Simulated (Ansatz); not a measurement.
**What a change does: single-point calculation on Fe$_{2}$O$_{3}$**

System: Fe$_{2}$O$_{3}$ (R-3c, 10 atoms in the cell).
Method of run A: DFT PBE+U, scalar-relativistic, plane waves, PAW, Ueff = 4 eV on Fe d, spin-polarised (Ansatz 0.2.0).

The structure derives from an entry of the Crystallography Open Database. Text and figures count atoms from 1; the logs count them from 0 in places.

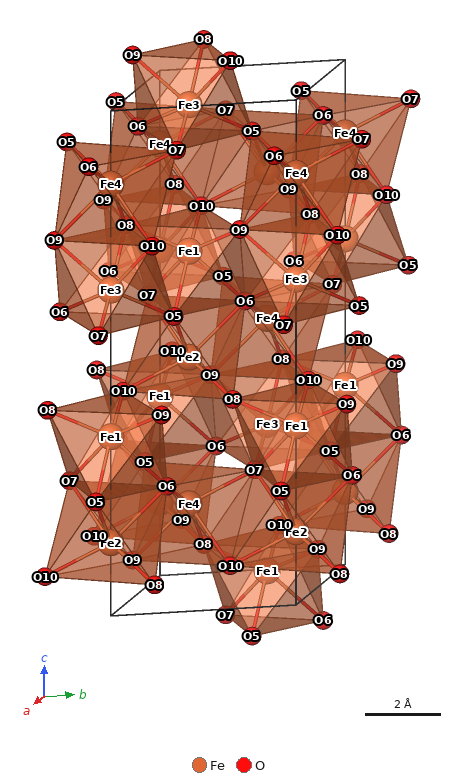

Figure 1. The input geometry (polyhedral view of the cell 3 times as large as that of the calculation, set on its symmetry axes, seen slightly off an axis; polyhedra are completed across the faces of the cell; atoms are numbered from 1 in the order of the input).

The input, run A:
```yaml
crystal:
  lattice:
    - [2.5847951765, 1.492332191, 4.6467741358]
    - [-2.5847951765, 1.492332191, 4.6467741358]
    - [0.0, -2.9846643819, 4.6467741358]
  atoms:
    - { symbol: Fe, position: [0.3549336527, 0.3549336527, 0.3549336527], spin: 5.0 }
    - { symbol: Fe, position: [0.1450663473, 0.1450663473, 0.1450663473], spin: 5.0 }
    - { symbol: Fe, position: [0.6450663473, 0.6450663473, 0.6450663473], spin: -5.0 }
    - { symbol: Fe, position: [0.8549336527, 0.8549336527, 0.8549336527], spin: -5.0 }
    - { symbol: O, position: [0.5536335342, 0.9463664658, 0.25] }
    - { symbol: O, position: [0.25, 0.5536335342, 0.9463664658] }
    - { symbol: O, position: [0.9463664658, 0.25, 0.5536335342] }
    - { symbol: O, position: [0.4463664658, 0.0536335342, 0.75] }
    - { symbol: O, position: [0.75, 0.4463664658, 0.0536335342] }
    - { symbol: O, position: [0.0536335342, 0.75, 0.4463664658] }
basis:
  ecutwfc: 420
  ecutrho_ratio: 4
kpoints:
  mp_grid: { grid: [4, 4, 4] }
hamiltonian:
  xc: pbe
  hubbard: { sites: [{ species: Fe, l: d, u_eff: 4.0 }] }
scf:
  occupations: { method: gaussian, width: 0.05 }
  lower_state_search: "off"
output:
  forces: true
  stress: true
  eigenvalues: true
  populations: true
  hubbard: { sites: [{ species: Fe, l: d }] }
magnetization:
  spin_polarized: true
checkpoint:
  read: start.run
  write: ck
  compress: false
  write_wavefunctions: false
  write_every: 100000
```

Command:
```bash
ansatz run input.yaml --threads 8 --pin off --max-ram 22528MiB --backend cpu --events-out ev --progress --plain --runs-dir out
```

Hardware: 8 threads of INTEL XEON PLATINUM @ 2.30GHz (Emerald Rapids), 24 GiB of memory available, shared host.

Output, shortened to warnings, some set-up lines, iterations and results (run A):
```
Basis set: ecut = 420 eV, 2115 PW (Γ), exchange–correlation on 80×80×80 points (8 copies of the dense FFT grid, shifted against one another)
Symmetry: 6 space group operations
k-points: 13 of 64 (time reversal used)
Initial density: read from a saved state, or passed on in memory by an earlier SCF of this step, an earlier step, the calling program or the single point that the run made first
[...]
SCF iter   1: F=—  HF=-21317.170671 eV  |F-HF|=—  |Δ(HF+E_count)|=         —  Δρ=7.36e-5 (↑7.36e-5 ↓7.36e-5)  dr2=1.42e-5  dr2_m=2.05e-6  M=0.000 μB ∫|m|=17.505 μB  β_m=0.30  …
SCF iter   2: F=—  HF=-21317.170669 eV  |F-HF|=—  |Δ(HF+E_count)|=   1.65e-6  Δρ=2.90e-5 (↑2.90e-5 ↓2.90e-5)  dr2=6.54e-7  dr2_m=4.87e-7  M=0.000 μB ∫|m|=17.506 μB  β_m=0.34  …
SCF iter   3: F=—  HF=-21317.170670 eV  |F-HF|=—  |Δ(HF+E_count)|=   3.12e-7  Δρ=1.89e-5 (↑1.89e-5 ↓1.89e-5)  dr2=2.48e-7  dr2_m=2.08e-7  M=0.000 μB ∫|m|=17.506 μB  β_m=0.54  …
SCF iter   4: F=-21317.170670 eV  HF=-21317.170670 eV  |F-HF|=6.93e-9  |Δ(HF+E_count)|=   3.90e-7  Δρ=6.45e-6 (↑6.45e-6 ↓6.38e-6)  dr2=4.57e-8  dr2_m=2.06e-8  M=0.000 μB …
SCF 1 converged in 4 iterations: F = -21317.170670 eV  dr2 = 4.57e-8
WARN: this result may not be the lowest state: it starts from a saved state, and a run that led to that state saw a lower one. See that run's warnings
SCF converged after 4 iterations
Magnetization: 0.0000 μB (50.0000 up, 50.0000 down)
Absolute magnetization: 17.5188 μB (∫|ρ↑−ρ↓|, with the PAW one-centre terms)
Spin contamination: 9.5195 ħ² per cell (⟨S²⟩ above its minimum at these occupations)
Per-site moments (μB) at R_I (Å): [(3.871302882087339, 0.824808937088902), (3.8713028820873387, 0.824808937088902), (-3.871303298390027, 0.8248089370889021), (-3.871303298390028, 0.8248089370889019), (-0.06273099579730075, 0.8248089370889019), (-0.06273099579730035, 0.824808937088902), …
Free energy (F): -21317.170670 eV
Harris-Foulkes:  -21317.170670 eV  (|F-HF|=6.93e-9)
Internal energy: -21317.170670 eV  (E = F + TS)
E sigma→0 (E₀):  -21317.170670 eV
Fermi energy:    10.761257 eV
--- Per-component energies (eV) ---
  E_band       = -1469.742769
  E_kinetic    = 2377.842842
  E_local      = -12429.732443  (includes V_loc(G=0)·N_el)
  E_nonlocal   = 1188.412393
  E_hartree    = 4988.680791
  E_xc         = -897.515236
  E_vxc        = -1149.567479  (∫ρ·V_xc dr)
  E_hubbard    = 5.511549  (on-site DFT+U / exact-exchange correction)
  E_vhub       = -35.515795  (the Hubbard potential's part of the band-sum identity)
  E_paw        = -6411.783466  (= ΣΔE_a)
  E_vpaw       = -1398.579340  (= ΣTr[D̂ρ^β])
  E_aug_tail   = 0.017437  (compensation charges beyond the density's cutoff)
  E_ewald      = -10138.604537
  E_smearing   = -0.000000  (= −TS)
  E_closure    = -0.000000  (closes the sum)
  Σ components = -21317.170670   (vs F -21317.170670, Δ=0.00e0)
--- Forces (eV/Å), atoms counted from 1 ---
  atom   1  Fe    -0.00000000    -0.00000000    -0.15608454
  atom   2  Fe    -0.00000000     0.00000000     0.15608454
  atom   3  Fe     0.00000000     0.00000000     0.15608355
  atom   4  Fe     0.00000000    -0.00000000    -0.15608355
  atom   5  O     -0.11137882     0.00000000     0.00000000
  atom   6  O      0.05568941    -0.09645689     0.00000000
  atom   7  O      0.05568941     0.09645689    -0.00000000
  atom   8  O      0.11137873     0.00000000     0.00000000
  atom   9  O     -0.05568937     0.09645681    -0.00000000
  atom  10  O     -0.05568937    -0.09645681     0.00000000
  max |Σ_I F_I| component: 4.16e-17 eV/Å
--- Stress (GPa, compression-positive) ---
       -2.913719       0.000000       0.000000
        0.000000      -2.913719      -0.000000
       -0.000000      -0.000000      -3.554285
  P = ⅓ Tr σ = -3.1272 GPa (-31.272 kbar)
[...]
```

For run B the input was changed thus:
```diff
-    - { symbol: Fe, position: [0.1450663473, 0.1450663473, 0.1450663473], spin: 5.0 }
+    - { symbol: Fe, position: [0.1450663473, 0.1450663473, 0.1450663473], spin: -5.0 }
-    - { symbol: Fe, position: [0.8549336527, 0.8549336527, 0.8549336527], spin: -5.0 }
+    - { symbol: Fe, position: [0.8549336527, 0.8549336527, 0.8549336527], spin: 5.0 }
```

Predict how the results change.

With the same functional and potentials, run B lies 20.3 meV per atom higher. The pressure goes from −3.13 to −2.83 GPa. The largest force goes from 0.156 to 0.340 eV/Å.

Output, shortened to warnings, some set-up lines, iterations and results (run B):
```
Basis set: ecut = 420 eV, 2115 PW (Γ), exchange–correlation on 80×80×80 points (8 copies of the dense FFT grid, shifted against one another)
Symmetry: 6 space group operations
k-points: 13 of 64 (time reversal used)
Initial density: read from a saved state, or passed on in memory by an earlier SCF of this step, an earlier step, the calling program or the single point that the run made first
[...]
SCF iter   1: F=—  HF=-21316.967304 eV  |F-HF|=—  |Δ(HF+E_count)|=         —  Δρ=6.42e-5 (↑6.42e-5 ↓6.42e-5)  dr2=6.77e-6  dr2_m=2.23e-6  M=0.000 μB ∫|m|=17.504 μB  β_m=0.30  …
SCF iter   2: F=—  HF=-21316.967304 eV  |F-HF|=—  |Δ(HF+E_count)|=   1.25e-7  Δρ=3.48e-5 (↑3.48e-5 ↓3.48e-5)  dr2=6.41e-7  dr2_m=7.92e-7  M=0.000 μB ∫|m|=17.505 μB  β_m=0.40  …
SCF iter   3: F=—  HF=-21316.967305 eV  |F-HF|=—  |Δ(HF+E_count)|=   9.73e-7  Δρ=2.09e-5 (↑2.09e-5 ↓2.09e-5)  dr2=3.61e-7  dr2_m=2.78e-7  M=0.000 μB ∫|m|=17.504 μB  β_m=0.52  …
SCF iter   4: F=-21316.967306 eV  HF=-21316.967306 eV  |F-HF|=1.99e-8  |Δ(HF+E_count)|=   5.88e-7  Δρ=5.77e-6 (↑5.77e-6 ↓5.75e-6)  dr2=3.82e-8  dr2_m=1.49e-8  M=0.000 μB …
SCF 1 converged in 4 iterations: F = -21316.967306 eV  dr2 = 3.82e-8
WARN: this result may not be the lowest state: it starts from a saved state, and a run that led to that state saw a lower one. See that run's warnings
SCF converged after 4 iterations
Magnetization: 0.0000 μB (50.0000 up, 50.0000 down)
Absolute magnetization: 17.5305 μB (∫|ρ↑−ρ↓|, with the PAW one-centre terms)
Spin contamination: 9.5875 ħ² per cell (⟨S²⟩ above its minimum at these occupations)
Per-site moments (μB) at R_I (Å): [(3.8871863719312176, 0.824808937088902), (-3.8871864446946467, 0.824808937088902), (-3.8871864446946502, 0.8248089370889021), (3.8871863719312154, 0.8248089370889019), (2.336145083428911e-8, 0.8248089370889019), (2.3361451146770866e-8, 0.824808937088902), …
Free energy (F): -21316.967306 eV
Harris-Foulkes:  -21316.967306 eV  (|F-HF|=1.99e-8)
Internal energy: -21316.967306 eV  (E = F + TS)
E sigma→0 (E₀):  -21316.967306 eV
Fermi energy:    10.757544 eV
--- Per-component energies (eV) ---
  E_band       = -1471.176979
  E_kinetic    = 2377.337576
  E_local      = -12427.511145  (includes V_loc(G=0)·N_el)
  E_nonlocal   = 1188.631426
  E_hartree    = 4986.819962
  E_xc         = -897.408818
  E_vxc        = -1149.434626  (∫ρ·V_xc dr)
  E_hubbard    = 5.486253  (on-site DFT+U / exact-exchange correction)
  E_vhub       = -35.497689  (the Hubbard potential's part of the band-sum identity)
  E_paw        = -6411.735474  (= ΣΔE_a)
  E_vpaw       = -1398.371461  (= ΣTr[D̂ρ^β])
  E_aug_tail   = 0.017449  (compensation charges beyond the density's cutoff)
  E_ewald      = -10138.604537
  E_smearing   = -0.000000  (= −TS)
  E_closure    = -0.000000  (closes the sum)
  Σ components = -21316.967306   (vs F -21316.967306, Δ=0.00e0)
--- Forces (eV/Å), atoms counted from 1 ---
  atom   1  Fe    -0.00000000     0.00000000     0.34040321
  atom   2  Fe    -0.00000000    -0.00000000    -0.34040295
  atom   3  Fe     0.00000000    -0.00000000    -0.34040295
  atom   4  Fe     0.00000000     0.00000000     0.34040321
  atom   5  O      0.22030673     0.00000006    -0.00000004
  atom   6  O     -0.11015342     0.19079120    -0.00000004
  atom   7  O     -0.11015331    -0.19079126    -0.00000004
  atom   8  O     -0.22030673     0.00000006    -0.00000004
  atom   9  O      0.11015331    -0.19079126    -0.00000004
  atom  10  O      0.11015342     0.19079120    -0.00000004
  max |Σ_I F_I| component: 3.16e-7 eV/Å
--- Stress (GPa, compression-positive) ---
       -3.514179       0.000000       0.000000
       -0.000000      -3.514179       0.000000
        0.000000       0.000000      -1.460983
[...]
```

The two runs side by side:

```csv
quantity,run A,run B
outcome,converged,converged
free energy per atom (eV),−2131.7171,−2131.6967
gap on the mesh (eV),1.66,1.66
net moment of the cell (μB),0.00,0.00
absolute moment of the cell (μB),17.52,17.53
pressure (GPa),−3.13,−2.83
largest force (eV/Å),0.156,0.340
irreducible k-points,13,13
plane waves at Γ,2115,2115
wall time (shared host),1.9 s,1.8 s
```

For both runs: Warnings: the state was not tested for a lower one.
